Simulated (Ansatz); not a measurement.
# Single-point calculation, with input and output: CuO (part 1 of 2)

The run: single-point calculation of CuO (Cc, 8 atoms in the cell). Method and program: DFT PBE+U, scalar-relativistic, plane waves, PAW, Ueff = 7 eV on Cu atom 1 d; Ueff = 7 eV on Cu atom 2 d; Ueff = 7 eV on Cu atom 5 d; Ueff = 7 eV on Cu atom 6 d, spin-polarised (Ansatz 0.2.0).

The structure derives from an entry of the Crystallography Open Database. It belongs to a series of runs on one base structure; here: from atoms, default search. Figures and captions count atoms from 1; the log counts them from 0 in places.

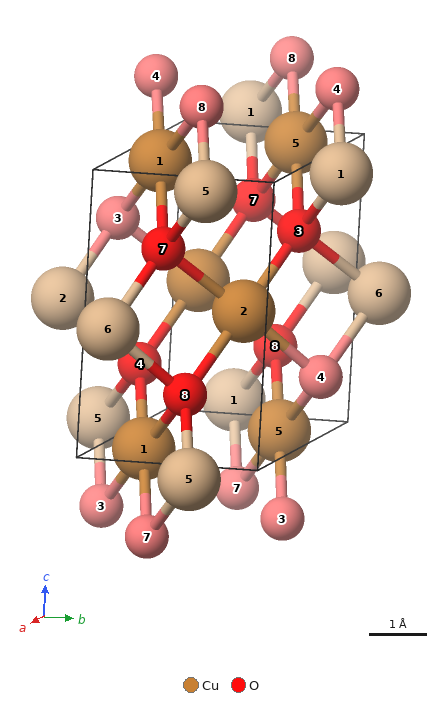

Figure 1. The structure as given in the input (ball-and-stick view of the cell of the calculation, set on other vectors, seen slightly off an axis; neighbours outside the cell are drawn fainter; atoms are numbered from 1 in the order of the input).

Key numbers:

- outcome: converged
- space group (tolerance 0.01 Å): Cc (9)
- electrons treated: 100
- free energy: −28759.7345 eV
- Fermi energy: 11.959 eV
- gap on the k-point mesh: 0.99 eV
- net moment of the cell: 0.00 μB
- integrated absolute moment: 3.10 μB
- pressure: 8.68 GPa
- largest force (length of the vector): 0.911 eV/Å
- hardware: 4 threads of Arm Neoverse V1, 24 GiB of memory available, shared host
- wall time: 26 s (CPU time 100 s)
- peak memory: 0.75 GiB

Remarks:

The cell is under a pressure of 8.7 GPa at this level, so it is not at its equilibrium volume.

The input:
```yaml
crystal:
  lattice:
    - [4.68929952, 0.0, 0.0]
    - [4.68929952, 3.42679964, 0.0]
    - [-0.86054991, 0.0, 5.05943948]
  atoms:
    - { symbol: Cu, position: [0.0032, 0.2468, 0.0], spin: 1.0 }
    - { symbol: Cu, position: [0.4968, 0.7532, 0.5], spin: 1.0 }
    - { symbol: O, position: [0.5714, 0.9171, 0.2537] }
    - { symbol: O, position: [0.4056, 0.0829, 0.7537] }
    - { symbol: Cu, position: [0.0032, 0.7468, 0.0], spin: -1.0 }
    - { symbol: Cu, position: [0.4968, 0.2532, 0.5], spin: -1.0 }
    - { symbol: O, position: [0.5714, 0.4171, 0.2537] }
    - { symbol: O, position: [0.4056, 0.5829, 0.7537] }
basis:
  ecutwfc: 420
  ecutrho_ratio: 4
kpoints:
  mp_grid: { grid: [7, 7, 4] }
hamiltonian:
  xc: pbe
  hubbard:
    sites:
      - { site: 0, l: d, u_eff: 7.0 }
      - { site: 1, l: d, u_eff: 7.0 }
      - { site: 4, l: d, u_eff: 7.0 }
      - { site: 5, l: d, u_eff: 7.0 }
scf:
  occupations: { method: gaussian, width: 0.05 }
output:
  forces: true
  stress: true
  eigenvalues: true
  populations: true
  hubbard:
    sites:
      - { site: 0, l: d }
      - { site: 1, l: d }
      - { site: 4, l: d }
      - { site: 5, l: d }
  write_density: true
  write_potential: true
  elf: true
  volumetric_format: npy
magnetization:
  spin_polarized: true
```

Launched with:
```bash
ansatz run input.yaml --threads 4 --pin off --max-ram 6144MiB --backend cpu --events-out ev --progress --plain --runs-dir out
```

What the program printed:
```
Cu: projections on atomic orbitals take those of the free atom [Ne] 3s2 3p6 3d10 4s1, of charge +0.00 (hamiltonian.pseudopotentials.projection_atoms); the dataset's partial waves leave at most 2.0e-6 of an orbital's norm unspanned inside its sphere
O: projections on atomic orbitals take those of the free atom [He] 2s2 2p4, of charge +0.00 (hamiltonian.pseudopotentials.projection_atoms); the dataset's partial waves leave at most 1.9e-8 of an orbital's norm unspanned inside its sphere
Engine: ansatz 0.2.0, aarch64-unknown-linux-gnu
Pseudopotentials: kind: paw
Pseudopotential: Cu, paw, valence charge 19, recommended cutoff 420 eV (normal), Cu.paw.azcp
Pseudopotential: O, paw, valence charge 6, recommended cutoff 420 eV (normal), O.paw.azcp
Functional definition: PBE
  parameter kappa = 0.804
  parameter beta = 0.06672455060314922
  exchange = pbe_x(kappa = kappa, mu = beta*pi^2/3)
  correlation = pbe_c(beta = beta)
Crystal: 8 atoms, lattice volume = 81.302 Å³
Basis set: ecut = 420 eV, 1595 PW (Γ), exchange–correlation on 64×80×72 points (8 copies of the dense FFT grid, shifted against one another)
Bands: 63, of which v1, the nominal top of the filled ones, is band 50 counted from 1 (49 counted from 0)
Symmetry: 2 space group operations
Space group: Pc (ITA 7), of the structure as read, at distance tolerance 4.3e-5 Å
Magnetic group: BNS 7.30 (UNI 37), of the structure as read, at distance tolerance 4.3e-5 Å
k-points: 60 of 196 (time reversal used)
Non-local potential: Cu, projectors of the file, l = 0: 3, l = 1: 2, l = 2: 3, l = 3: 1
Non-local potential: O, projectors of the file, l = 0: 2, l = 1: 2, l = 2: 1
PAW form: soft (Blöchl's): semilocal exchange-correlation on the pseudo side does not see the compensation charge
PAW one-centre angular grid: Cu, 590 points (default); XC on 64 Gauss nodes
PAW one-centre angular grid: O, 110 points (default); XC on 64 Gauss nodes
Initial density: superposition of atomic densities (chi_scale 0.1, normalization cell, long waves kept (reshape's long-wave potential 0.00 eV rms))
Starting moments: Σ|m| = 4 μB on 4 of 8 sites
Starting magnetic order: antiferromagnet; a translation exchanges its spin sublattices: spin-degenerate at every k-point
Initial wavefunctions: pseudopotential atomic-orbital guess
Functional: x = pbe(κ = 0.804, μ = 0.2195149727645171), c = pbe(β = 0.06672455060314922)
SCF iter   1: F=—  HF=-28757.690440 eV  |F-HF|=—  |Δ(HF+E_count)|=         —  Δρ=9.87e-2 (↑9.87e-2 ↓9.87e-2)  dr2=4.14e0  dr2_m=5.88e0  M=0.000 μB ∫|m|=0.914 μB  β_m=0.30  ethr=3.10e-3  ⟨swp⟩=5.0  Hψ=12072  notcnv=0  defer=52
preconditioner: auto → Kerker (q_TF=auto, 2.824 Å⁻¹)  [metal: Δε(μ)=0.031 eV  Ē_g=14.452 eV  σ=0.050 eV  W_gap=0.32  n_scr=34 (ndim 8)  ℏωp=34.0 eV  f_vac=0.000  D(μ)=3.07/eV (n_scr^D=24)]
spin=Collinear: Kerker preconditioning applied to the charge; magnetization (m = ρ↑ − ρ↓) channel mixes plain (no charge-response kernel on spin).
SCF iter   2: F=—  HF=-28757.667496 eV  |F-HF|=—  |Δ(HF+E_count)|=   2.29e-2  Δρ=5.76e-2 (↑5.76e-2 ↓5.76e-2)  dr2=2.75e-1  dr2_m=2.22e0  M=0.000 μB ∫|m|=1.242 μB  β_m=0.30  ethr=3.10e-3  ⟨swp⟩=2.0  Hψ=5922  notcnv=0  defer=408
SCF iter   3: F=—  HF=-28758.206805 eV  |F-HF|=—  |Δ(HF+E_count)|=   5.39e-1  Δρ=3.71e-2 (↑3.71e-2 ↓3.71e-2)  dr2=1.51e-1  dr2_m=8.80e-1  M=0.000 μB ∫|m|=1.445 μB  β_m=0.30  ethr=2.75e-4  ⟨swp⟩=2.0  Hψ=5908  notcnv=0  defer=402
SCF iter   4: F=—  HF=-28758.694226 eV  |F-HF|=—  |Δ(HF+E_count)|=   4.87e-1  Δρ=2.01e-2 (↑2.01e-2 ↓2.01e-2)  dr2=3.77e-2  dr2_m=2.87e-1  M=0.000 μB ∫|m|=1.682 μB  β_m=0.30  ethr=1.51e-4  ⟨swp⟩=2.8  Hψ=6951  notcnv=0  defer=396
SCF iter   5: F=—  HF=-28758.913911 eV  |F-HF|=—  |Δ(HF+E_count)|=   2.20e-1  Δρ=1.21e-2 (↑1.21e-2 ↓1.21e-2)  dr2=1.30e-1  dr2_m=7.35e-2  M=0.000 μB ∫|m|=1.986 μB  β_m=1.00  ethr=3.77e-5  ⟨swp⟩=2.1  Hψ=5906  notcnv=0  defer=396
SCF iter   6: F=—  HF=-28759.065561 eV  |F-HF|=—  |Δ(HF+E_count)|=   1.52e-1  Δρ=5.35e-3 (↑5.35e-3 ↓5.35e-3)  dr2=1.13e-2  dr2_m=1.46e-2  M=0.000 μB ∫|m|=2.208 μB  β_m=1.00  ethr=3.77e-5  ⟨swp⟩=2.0  Hψ=7015  notcnv=0  defer=396
SCF iter   7: F=—  HF=-28759.200151 eV  |F-HF|=—  |Δ(HF+E_count)|=   1.35e-1  Δρ=5.30e-3 (↑5.30e-3 ↓5.30e-3)  dr2=3.38e-3  dr2_m=1.98e-2  M=0.000 μB ∫|m|=2.410 μB  β_m=1.00  ethr=1.13e-5  ⟨swp⟩=2.0  Hψ=7277  notcnv=0  defer=396
SCF iter   8: F=—  HF=-28759.328830 eV  |F-HF|=—  |Δ(HF+E_count)|=   1.29e-1  Δρ=7.94e-3 (↑7.94e-3 ↓7.94e-3)  dr2=8.02e-2  dr2_m=2.45e-2  M=0.000 μB ∫|m|=2.599 μB  β_m=1.00  ethr=3.38e-6  ⟨swp⟩=2.0  Hψ=6422  notcnv=0  defer=396
SCF iter   9: F=—  HF=-28759.486984 eV  |F-HF|=—  |Δ(HF+E_count)|=   1.58e-1  Δρ=1.36e-2 (↑1.36e-2 ↓1.36e-2)  dr2=3.74e-1  dr2_m=3.00e-2  M=0.000 μB ∫|m|=2.787 μB  β_m=1.00  ethr=3.38e-6  ⟨swp⟩=2.0  Hψ=6447  notcnv=0  defer=396
SCF iter  10: F=—  HF=-28759.596834 eV  |F-HF|=—  |Δ(HF+E_count)|=   1.10e-1  Δρ=1.45e-2 (↑1.45e-2 ↓1.45e-2)  dr2=4.89e-1  dr2_m=1.34e-2  M=0.000 μB ∫|m|=2.908 μB  β_m=1.00  ethr=3.38e-6  ⟨swp⟩=2.0  Hψ=6865  notcnv=0  defer=396
SCF iter  11: F=—  HF=-28759.675404 eV  |F-HF|=—  |Δ(HF+E_count)|=   7.86e-2  Δρ=1.47e-2 (↑1.47e-2 ↓1.47e-2)  dr2=5.19e-1  dr2_m=7.46e-3  M=0.000 μB ∫|m|=2.996 μB  β_m=1.00  ethr=3.38e-6  ⟨swp⟩=2.0  Hψ=6976  notcnv=0  defer=396
SCF iter  12: F=—  HF=-28759.695946 eV  |F-HF|=—  |Δ(HF+E_count)|=   2.05e-2  Δρ=1.15e-2 (↑1.15e-2 ↓1.15e-2)  dr2=3.26e-1  dr2_m=1.53e-3  M=0.000 μB ∫|m|=3.036 μB  β_m=0.30  ethr=3.38e-6  ⟨swp⟩=2.1  Hψ=7057  notcnv=0  defer=396
Mixer restart at iter 12: flushing history
spin-set hold released at iteration 12 (site moments contracting): the magnetisation degrees of freedom join the quasi-Newton model from the next iteration; the mixer history was flushed
SCF iter  13: F=—  HF=-28759.699259 eV  |F-HF|=—  |Δ(HF+E_count)|=   3.31e-3  Δρ=4.91e-3 (↑4.91e-3 ↓4.91e-3)  dr2=6.89e-2  dr2_m=3.21e-4  M=0.000 μB ∫|m|=3.028 μB  β_m=0.45  ethr=3.38e-6  ⟨swp⟩=2.6  Hψ=7488  notcnv=0  defer=402
SCF iter  14: F=—  HF=-28759.731963 eV  |F-HF|=—  |Δ(HF+E_count)|=   3.27e-2  Δρ=5.38e-3 (↑5.38e-3 ↓5.38e-3)  dr2=5.97e-2  dr2_m=5.41e-3  M=0.000 μB ∫|m|=3.094 μB  β_m=0.53  ethr=3.38e-6  ⟨swp⟩=2.0  Hψ=7276  notcnv=0  defer=408
SCF iter  15: F=—  HF=-28759.733566 eV  |F-HF|=—  |Δ(HF+E_count)|=   1.60e-3  Δρ=2.25e-3 (↑2.25e-3 ↓2.25e-3)  dr2=3.44e-3  dr2_m=2.95e-3  M=0.000 μB ∫|m|=3.139 μB  β_m=0.74  ethr=3.38e-6  ⟨swp⟩=2.8  Hψ=6935  notcnv=0  defer=408
SCF iter  16: F=—  HF=-28759.734157 eV  |F-HF|=—  |Δ(HF+E_count)|=   5.92e-4  Δρ=5.13e-4 (↑5.13e-4 ↓5.13e-4)  dr2=4.09e-4  dr2_m=1.05e-6  M=0.000 μB ∫|m|=3.140 μB  β_m=0.81  ethr=3.38e-6  ⟨swp⟩=2.0  Hψ=6067  notcnv=0  defer=406
SCF iter  17: F=—  HF=-28759.734476 eV  |F-HF|=—  |Δ(HF+E_count)|=   3.19e-4  Δρ=2.55e-4 (↑2.55e-4 ↓2.55e-4)  dr2=8.49e-5  dr2_m=3.56e-6  M=0.000 μB ∫|m|=3.131 μB  β_m=0.91  ethr=4.09e-7  ⟨swp⟩=2.0  Hψ=5448  notcnv=0  defer=406
SCF iter  18: F=—  HF=-28759.734491 eV  |F-HF|=—  |Δ(HF+E_count)|=   1.46e-5  Δρ=6.08e-5 (↑6.08e-5 ↓6.08e-5)  dr2=7.02e-6  dr2_m=6.43e-7  M=0.000 μB ∫|m|=3.132 μB  β_m=0.95  ethr=8.49e-8  ⟨swp⟩=2.0  Hψ=5099  notcnv=0  defer=406
SCF iter  19: F=—  HF=-28759.734494 eV  |F-HF|=—  |Δ(HF+E_count)|=   3.36e-6  Δρ=1.43e-5 (↑1.43e-5 ↓1.43e-5)  dr2=6.68e-7  dr2_m=6.82e-9  M=0.000 μB ∫|m|=3.132 μB  β_m=0.98  ethr=7.02e-9  ⟨swp⟩=2.0  Hψ=5205  notcnv=0  defer=406
SCF iter  20: F=—  HF=-28759.734495 eV  |F-HF|=—  |Δ(HF+E_count)|=   4.16e-7  Δρ=9.85e-6 (↑9.85e-6 ↓9.85e-6)  dr2=1.32e-7  dr2_m=3.05e-8  M=0.000 μB ∫|m|=3.132 μB  β_m=0.99  ethr=6.68e-10  ⟨swp⟩=2.0  Hψ=5153  notcnv=0  defer=406
SCF iter  21: F=-28759.734495 eV  HF=-28759.734495 eV  |F-HF|=5.93e-9  |Δ(HF+E_count)|=   7.71e-8  Δρ=1.76e-6 (↑1.76e-6 ↓1.76e-6)  dr2=3.43e-9  dr2_m=5.71e-10  M=0.000 μB ∫|m|=3.132 μB  ethr=1.00e-10  ⟨swp⟩=11.8  Hψ=23403  notcnv=0
SCF 1 converged in 21 iterations: F = -28759.734495 eV  dr2 = 3.43e-9
  greatest PAW one-centre occupation: 1.000 electrons in one spin orbital (limit 2), on the Cu atom at site 5 (counted from 0), in its partial waves of l = 0
```

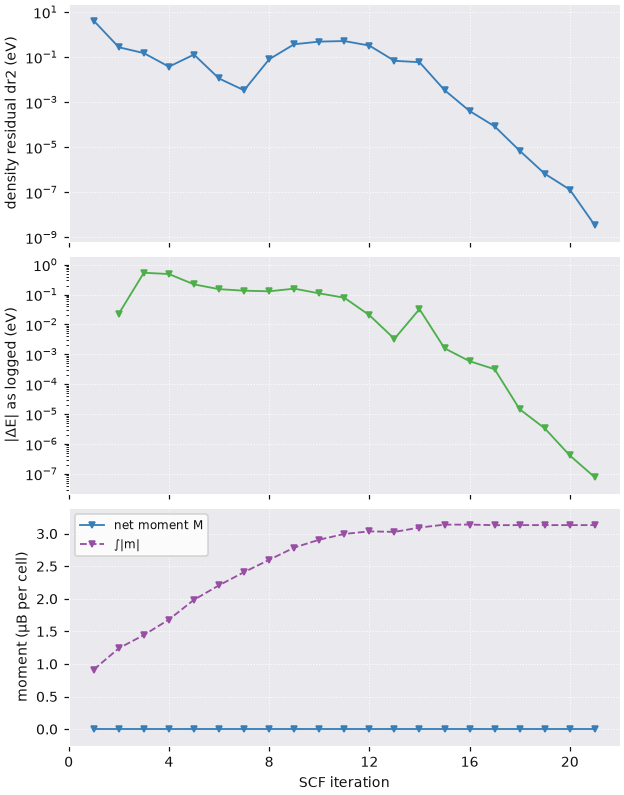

Figure 2. Convergence of the self-consistent field: density residual dr2, size of the energy change and magnetic moment against the SCF iteration. The residual falls unevenly and jumps up by a factor of two or more 3 times on the way down. The net moment stays at 0.0 μB per cell.

```
SCF converged after 21 iterations
Magnetization: 0.0000 μB (50.0000 up, 50.0000 down)
Absolute magnetization: 3.0996 μB (∫|ρ↑−ρ↓|, with the PAW one-centre terms)
Spin contamination: 1.7371 ħ² per cell (⟨S²⟩ above its minimum at these occupations)
Per-site moments (μB) at R_I (Å): [(0.5967908090965317, 0.7868001510206609), (0.5967908090965321, 0.786800151020661), (0.015427798594955418, 0.786800151020661), (0.015427798594955302, 0.7868001510206609), (-0.5967908090965317, 0.7868001510206609), (-0.5967908090965321, 0.786800151020661), (-0.015427798594955437, 0.786800151020661), (-0.015427798594955303, 0.7868001510206609)]
Free energy (F): -28759.734495 eV
Harris-Foulkes:  -28759.734495 eV  (|F-HF|=5.93e-9)
Internal energy: -28759.734495 eV  (E = F + TS)
E sigma→0 (E₀):  -28759.734495 eV
Fermi energy:    11.959213 eV
--- Per-component energies (eV) ---
  E_band       = -1844.570727
  E_kinetic    = 1886.732235
  E_local      = -19336.294643  (includes V_loc(G=0)·N_el)
  E_nonlocal   = 1753.727979
  E_hartree    = 8369.439646
  E_xc         = -647.931168
  E_vxc        = -831.763666  (∫ρ·V_xc dr)
  E_hubbard    = 4.229046  (on-site DFT+U / exact-exchange correction)
  E_vhub       = -122.674925  (the Hubbard potential's part of the band-sum identity)
  E_paw        = -7275.975726  (= ΣΔE_a)
  E_vpaw       = -1933.188067  (= ΣTr[D̂ρ^β])
  E_aug_tail   = 0.011092  (compensation charges beyond the density's cutoff)
  E_ewald      = -13513.672957
  E_smearing   = -0.000000  (= −TS)
  E_closure    = 0.000000  (closes the sum)
  Σ components = -28759.734495   (vs F -28759.734495, Δ=0.00e0)
--- Forces (eV/Å), atoms counted from 1 ---
  atom   1  Cu    -0.77524618     0.36887914     0.30573023
  atom   2  Cu    -0.77524618    -0.36887914     0.30573023
  atom   3  O      0.77524566     0.01262735    -0.30572988
  atom   4  O      0.77524566    -0.01262735    -0.30572988
  atom   5  Cu    -0.77524618     0.36887914     0.30573023
  atom   6  Cu    -0.77524618    -0.36887914     0.30573023
  atom   7  O      0.77524566     0.01262735    -0.30572988
  atom   8  O      0.77524566    -0.01262735    -0.30572988
  max |Σ_I F_I| component: 2.09e-6 eV/Å
```
